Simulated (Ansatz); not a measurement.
# Quasi-harmonic thermodynamics of GaP (F-43m), part 2 of 2

How much does GaP expand with temperature?

What experiment has found for this phase:
- volume expansion coefficient 15.9 1e-6/K, heat capacity C_P per formula unit 44.2 J/mol/K and bulk modulus 88.7 GPa near room temperature (given in “High-Throughput Prediction of Finite-Temperature Properties using the Quasi-Harmonic Approximation”, 2016, arXiv:1603.06924)

Ansatz 0.2.0; DFT RPBE, scalar-relativistic, plane waves, PAW.

So far, gap on the k-mesh (eV): step 2 (a first coarse run) 1.76; step 3 (relaxing cell and atoms, k-mesh 8×8×8, smearing width 0.02 eV) 1.49. The relaxed cell has a = 5.555 Å (conventional setting).

### Step 6. The quasi-harmonic study

Thermal expansion follows from how the free energy of the vibrations (and of the electrons in a metal) changes with strain, so the program makes strained cells, their phonons and a fit in one run.

File input.yaml:

```yaml
crystal:
  lattice:
    - [0.0, 2.777491022, 2.777491022]
    - [2.777491022, 0.0, 2.777491022]
    - [2.777491022, 2.777491022, 0.0]
  atoms:
    - { symbol: Ga, position: [0.0, 0.0, 0.0] }
    - { symbol: P, position: [0.25, 0.25, 0.25] }
kpoints:
  mp_grid: { grid: [8, 8, 8] }
hamiltonian:
  xc: rpbe
scf:
  occupations: { method: fixed }
output:
  eigenvalues: true
phonons:
  method: dfpt
  qmesh: [4, 4, 4]
  temperatures: { t_max: 800.0, t_step: 50 }
  thermal_expansion: {}
```

The run is started by

```console
ansatz run input.yaml --threads 4 --pin off --max-ram 8192MiB --backend cpu --events-out ev --progress --plain --runs-dir out
```

Numbers of over 12 decimals in the logs are rounded to 6 here.

The program printed:

```text
Warning: phonons: the dynamical matrix that this run interpolates holds no multipole term above the dipole-dipole one, and a site of this crystal is no centre of inversion, so its interpolated transverse optical and acoustic branches and sound speeds can stay off near Gamma, and the density of states and the thermodynamics with them. What a run solves at a wave vector of phonons.qpoints, Gamma apart, where the deck admits one, is free of this, and under fd what a larger phonons.supercell samples
[...]
Crystal: 2 atoms, lattice volume = 42.854 Å³
Basis set: ecut = 487.2 eV, 1037 PW (Γ), exchange–correlation on 60×60×60 points (8 copies of the dense FFT grid, shifted against one another)
Bands: 13, of which v1, the nominal top of the filled ones, is band 9 counted from 1 (8 counted from 0)
Symmetry: 24 space group operations
[...]
k-points: 29 of 512 (time reversal used)
[...]
SCF iter   1: F=—  HF=-4548.406383 eV  |F-HF|=—  |Δ(HF+E_count)|=         —  Δρ=3.40e-3  dr2=2.06e-3  ethr=1.77e-3  ⟨swp⟩=5.0  Hψ=2006  notcnv=0  defer=50
[...]
SCF iter   8: F=-4548.405228 eV  HF=-4548.405228 eV  |F-HF|=2.46e-11  |Δ(HF+E_count)|=   6.10e-9  Δρ=1.11e-7  dr2=4.42e-12  ethr=1.00e-12  ⟨swp⟩=9.7  Hψ=3215  notcnv=0
SCF 1 converged in 8 iterations: F = -4548.405228 eV  dr2 = 4.42e-12
[...]
relax step   1: F+E_penalty+E_count = -4548.40522844 eV  Δ(F+E_penalty+E_count) = +0.000e0 eV  max|allowed force component| = 2.498e-16 eV/Å  Δτ_max = 0.0000 Å  (8 SCF iters, accepted)
SCF converged after 8 iterations
Free energy (F): -4548.405228 eV
[...]
Internal energy: -4548.405228 eV  (E = F + TS)
E sigma→0 (E₀):  -4548.405228 eV
Fermi energy:    6.483252 eV
[...]
--- Stress (GPa, compression-positive) ---
        0.007631      -0.000000      -0.000000
        0.000000       0.007631       0.000000
       -0.000000       0.000000       0.007631
  P = ⅓ Tr σ = 0.0076 GPa (0.076 kbar)
--- Band table (eV; the first three rows and the last of 29) ---
  k-point 0: bands = [... 5 lower, -5.5665, 6.4833, 6.4833, 6.4833, 7.9769, 10.4180, 10.4180, 10.4180]
  k-point 1: bands = [... 5 lower, -5.3794, 4.8888, 6.2752, 6.2752, 8.7119, 10.7415, 10.7415, 10.9069]
  k-point 2: bands = [... 5 lower, -4.8504, 2.7643, 5.8761, 5.8761, 8.5351, 11.2294, 11.2294, 12.6527]
  k-point 28: bands = [... 5 lower, -2.7996, 0.2166, 3.1991, 3.3615, 11.1416, 11.2576, 12.4907, 12.7325]
── thermal expansion: 3 new cells, 3 in all ──
thermal expansion: relaxation of cell 2
thermal expansion: relaxation of cell 3
── thermal expansion: 2 new cells, 5 in all ──
thermal expansion: relaxation of cell 4
thermal expansion: lower-state search of cell 4
thermal expansion: phonons of cell 4
thermal expansion: relaxation of cell 5
thermal expansion: phonons of cell 5
── thermal expansion: 5 new cells, 10 in all ──
thermal expansion: relaxation of cell 6
thermal expansion: relaxation of cell 7
thermal expansion: relaxation of cell 8
thermal expansion: relaxation of cell 9
thermal expansion: relaxation of cell 10
thermal expansion: phonons of cell 6
thermal expansion: phonons of cell 7
--- Relaxed structure (1 steps of the walk, 1 accepted, 0 SCFs on fresh bases) ---
  F+E_penalty+E_count = -4548.40522844 eV   max|allowed force component| = 2.498e-16 eV/Å
  atoms:
    - { symbol: Ga, position: [0.0, 0.0, 0.0] }
    - { symbol: P, position: [0.25, 0.25, 0.25] }
--- Thermal expansion: 10 cells in 3 rounds, 0 GPa ---
  no lower state was reached at cell 4
  without vibrations: a 3.92811, b 3.92811, c 3.92811 Å, V 42.8585 Å³, B 71.10 GPa
  at 0 K: a 3.93476, b 3.93476, c 3.93476 Å, V 43.0765 Å³, B 69.90 GPa
  zero-point expansion: a +0.169, b +0.169, c +0.169, V +0.509 %
      T/K        a/Å        b/Å        c/Å       V/Å³ | expansion of a, b, c, V (1e-6/K)   | that of V in the mean from 25 °C | C_P, C_V (J/mol K of the cell) | B_T, B_S (GPa)
     0.00    3.93476    3.93476    3.93476    43.0765 |    0.00    0.00    0.00    0.00 |   10.86 |     0.000     0.000 |    69.90    69.90
   100.00    3.93501    3.93501    3.93501    43.0846 |    2.21    2.21    2.21    6.64 |   15.40 |    23.409    23.401 |    69.66    69.68
   200.00    3.93661    3.93661    3.93661    43.1372 |    5.48    5.48    5.48   16.43 |   18.70 |    38.845    38.749 |    68.89    69.06
   298.15    3.93902    3.93902    3.93902    43.2165 |    6.82    6.82    6.82   20.45 |       - |    44.444    44.223 |    67.99    68.33
   350.00    3.94046    3.94046    3.94046    43.2638 |    7.21    7.21    7.21   21.64 |   21.09 |    45.950    45.662 |    67.50    67.93
   450.00    3.94341    3.94341    3.94341    43.3611 |    7.72    7.72    7.72   23.16 |   22.03 |    47.680    47.260 |    66.53    67.12
   550.00    3.94653    3.94653    3.94653    43.4640 |    8.07    8.07    8.07   24.20 |   22.74 |    48.662    48.109 |    65.55    66.30
   650.00    3.94977    3.94977    3.94977    43.5712 |    8.34    8.34    8.34   25.02 |   23.32 |    49.298    48.608 |    64.56    65.47
   750.00    3.95311    3.95311    3.95311    43.6819 |    8.58    8.58    8.58   25.74 |   23.83 |    49.757    48.926 |    63.56    64.64
   800.00    3.95482    3.95482    3.95482    43.7386 |    8.69    8.69    8.69   26.08 |   24.07 |    49.946    49.043 |    63.06    64.22
  the static fit leaves 0.001 meV an atom of the energies and, of the stresses, 0.000 GPa of each cell's largest along a strain (root mean squares over the cells), whose Pulay part it has at -0.022 GPa
  vibrations' free energy: its fit passes through its cells
  the electrons' free energy at temperature is not in it: every band gap is over 0.83 eV
  free energies summed between the sampled wave vectors
  estimated error of the fitted expansion in any direction: up to 0.054e-6/K, at 800 K, with few degrees of freedom (an estimate, not a bound: it was exceeded on models of known expansion)
  by sums over the sampled wave vectors an expansion of the volume parts by up to 0.64e-6/K
  by a static energy of one degree less an expansion of the volume parts by up to 0.01e-6/K
  band gaps on the cells' k-points are 1.165 to 1.691 eV
```

Wall time 7.8 min (4 threads of Arm Neoverse V2, shared host); peak memory 1.2 GiB.

Numbers from this step:

```yaml
pressure: 0.007631 GPa
gap_on_the_k_mesh: 1.494 eV
volume_expansion_coefficient_at_298_k: 20.45 1e-6/K
c_p_at_298_k: 22.22 J/mol-atom/K
entropy_at_298_k: 27.18 J/mol-atom/K
isothermal_bulk_modulus_at_298_k: 67.99 GPa
grueneisen_parameter_at_298_k: 0.8185
volume_at_298_k: 21.61 Å³/atom
principal_linear_expansion_coefficients_at_298_k: 6.818, 6.818, 6.818 1e-6/K
```

Strained cells of the study; zero-point energy where phonons were solved; the pressures are stresses at a fixed cutoff and can carry an offset from the finite basis. Expansion cells, by row:

```csv
cell,|a| (Å),|b| (Å),|c| (Å),V (Å³/atom),E - E_lowest (meV/atom),"pressure, compression positive (GPa)",gap (eV),zero-point energy (meV/atom)
1,3.928,3.928,3.928,21.43,0,-0.014,1.494,-
2,3.959,3.959,3.959,21.95,2.638,-1.623,1.303,-
3,3.897,3.897,3.897,20.92,2.8,1.781,1.674,-
4,3.928,3.928,3.928,21.43,0.001,-0.04,1.491,43.49
5,3.948,3.948,3.948,21.76,1.085,-1.066,1.371,42.78
6,3.94,3.94,3.94,21.63,0.413,-0.673,1.418,43.06
7,3.964,3.964,3.964,22.03,3.527,-1.86,1.273,42.19
8,3.889,3.889,3.889,20.8,4.3,2.235,1.691,-
9,3.909,3.909,3.909,21.12,1.044,1.06,1.612,-
10,3.982,3.982,3.982,22.33,7.792,-2.685,1.165,-
```

Quasi-harmonic; a, b, c are the run's own cell vectors. Expansion, by row:

```csv
T (K),a (Å),b (Å),c (Å),alpha (deg),beta (deg),gamma (deg),cell volume (Å³/cell),alpha_a (1e-6/K),alpha_b (1e-6/K),alpha_c (1e-6/K),alpha_V (1e-6/K),C_P (J/mol-atom/K),C_V (J/mol-atom/K),S (J/mol-atom/K),B_T (GPa),B_S (GPa),Grueneisen,extrapolation,fit error (1e-6/K)
0,3.935,3.935,3.935,60,60,60,43.08,0,0,0,0,0,0,0,69.9,69.9,-,0,0
50,3.935,3.935,3.935,60,60,60,43.08,0.34,0.34,0.34,1.01,5.041,5.041,2.284,69.86,69.86,0.181,0,0
100,3.935,3.935,3.935,60,60,60,43.08,2.21,2.21,2.21,6.64,11.71,11.7,7.909,69.66,69.68,0.513,0,0
150,3.936,3.936,3.936,60,60,60,43.11,4.18,4.18,4.18,12.54,16.51,16.49,13.64,69.31,69.4,0.684,0,0.01
200,3.937,3.937,3.937,60,60,60,43.14,5.48,5.48,5.48,16.43,19.42,19.37,18.82,68.89,69.06,0.759,0,0.01
250,3.938,3.938,3.938,60,60,60,43.18,6.3,6.3,6.3,18.89,21.16,21.09,23.36,68.44,68.7,0.797,0,0.02
298.1,3.939,3.939,3.939,60,60,60,43.22,6.82,6.82,6.82,20.45,22.22,22.11,27.18,67.99,68.33,0.818,0,0.02
300,3.939,3.939,3.939,60,60,60,43.22,6.83,6.83,6.83,20.5,22.25,22.14,27.32,67.98,68.32,0.819,0,0.02
350,3.94,3.94,3.94,60,60,60,43.26,7.21,7.21,7.21,21.64,22.98,22.83,30.81,67.5,67.93,0.834,0,0.02
400,3.942,3.942,3.942,60,60,60,43.31,7.5,7.5,7.5,22.49,23.48,23.3,33.91,67.02,67.53,0.844,0,0.02
450,3.943,3.943,3.943,60,60,60,43.36,7.72,7.72,7.72,23.16,23.84,23.63,36.7,66.53,67.12,0.852,0,0.02
500,3.945,3.945,3.945,60,60,60,43.41,7.91,7.91,7.91,23.72,24.11,23.87,39.23,66.04,66.71,0.858,0,0.02
550,3.947,3.947,3.947,60,60,60,43.46,8.07,8.07,8.07,24.2,24.33,24.05,41.53,65.55,66.3,0.863,0,0.01
600,3.948,3.948,3.948,60,60,60,43.52,8.21,8.21,8.21,24.63,24.5,24.19,43.66,65.05,65.89,0.868,0,0.01
650,3.95,3.95,3.95,60,60,60,43.57,8.34,8.34,8.34,25.02,24.65,24.3,45.63,64.56,65.47,0.872,0,0.01
700,3.951,3.951,3.951,60,60,60,43.63,8.46,8.46,8.46,25.39,24.77,24.39,47.46,64.06,65.06,0.876,0,0.02
750,3.953,3.953,3.953,60,60,60,43.68,8.58,8.58,8.58,25.74,24.88,24.46,49.17,63.56,64.64,0.88,0,0.04
800,3.955,3.955,3.955,60,60,60,43.74,8.69,8.69,8.69,26.08,24.97,24.52,50.78,63.06,64.22,0.883,0,0.05
```

Table of expansion coefficient by temperature; values in 1e-6/K:

```
temperature (K)  volume  principal 1
              0       0            0
             50    1.01         0.34
            100    6.64         2.21
            150    12.5         4.18
            200    16.4         5.48
            250    18.9          6.3
            298    20.4         6.82
            300    20.5         6.83
            350    21.6         7.21
            400    22.5          7.5
            450    23.2         7.72
            500    23.7         7.91
            550    24.2         8.07
            600    24.6         8.21
            650    25.0         8.34
            700    25.4         8.46
            750    25.7         8.58
            800    26.1         8.69
```

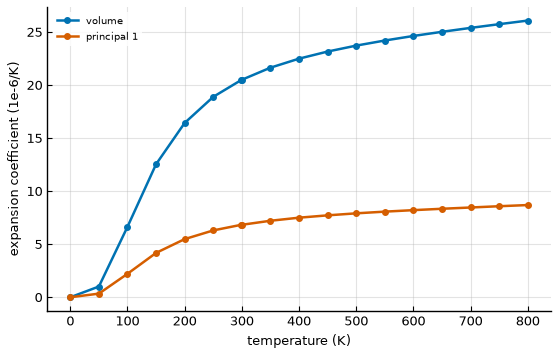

Expansion coefficient against temperature.

At 298 K the volume expansion is 20.5 × 10⁻⁶/K and B_T is 68.0 GPa. The program raised the cutoff to 487.2 eV by itself: with no cutoff typed, the study takes about 1.16 times the default for its relaxations and scales it with the volume for the phonons.

### Step 7. Outcome

```json
{
  "settings of these figures": "RPBE, 487.2 eV, k 8×8×8, q 4×4×4",
  "volume expansion coefficient at 298 K": "20.45 1e-6/K",
  "C_P at 298 K": "22.22 J/mol-atom/K",
  "entropy at 298 K": "27.18 J/mol-atom/K",
  "isothermal bulk modulus at 298 K": "67.99 GPa",
  "Grüneisen parameter at 298 K": "0.8185",
  "volume at 298 K": "21.61 Å³/atom",
  "principal linear expansion coefficients at 298 K": "6.818, 6.818, 6.818 1e-6/K"
}
```

In words: Near room temperature GaP expands by 20.5 × 10⁻⁶/K in volume by RPBE, with C_P = 22.2 J/(mol K) per mole of atoms and B_T = 68.0 GPa. C_P at room temperature is 89 % of the classical 3R an atom, so the stiffest modes are still partly frozen out. A measured volume expansion coefficient near room temperature is 15.9 1e-6/K (arXiv:1603.06924); the calculated 20.5 1e-6/K differs by +29 %. That is the usual direction for this kind of gradient-corrected functional, which gives too large and too soft a cell. A measured bulk modulus near room temperature is 88.7 GPa (arXiv:1603.06924); the calculated 68.0 GPa differs by -23 %. The table does not say whether its value is isothermal or adiabatic. A measured heat capacity per formula unit near room temperature is 44.2 J/mol/K (arXiv:1603.06924); the calculated 44.4 J/mol/K differs by +1 %. The interpolation has no quadrupole term, so branches near the zone centre are less sure, since this crystal has sites that are not centres of inversion. The PAW files were made for PBE and are used here under another functional, for which the program regenerates the frozen cores.

[Logs are printed without paths, hosts, clocks, repeated set-up lines and the standing remarks that a program may print on its own settings, such as how far it seeks lower states.]

[Hosts, paths, dates, database ids (printed as entryN), source tags and the programs' standing remarks are cut or masked in the printed files.]

[A step with changed settings may run another functional than the one named; its input shows which.]
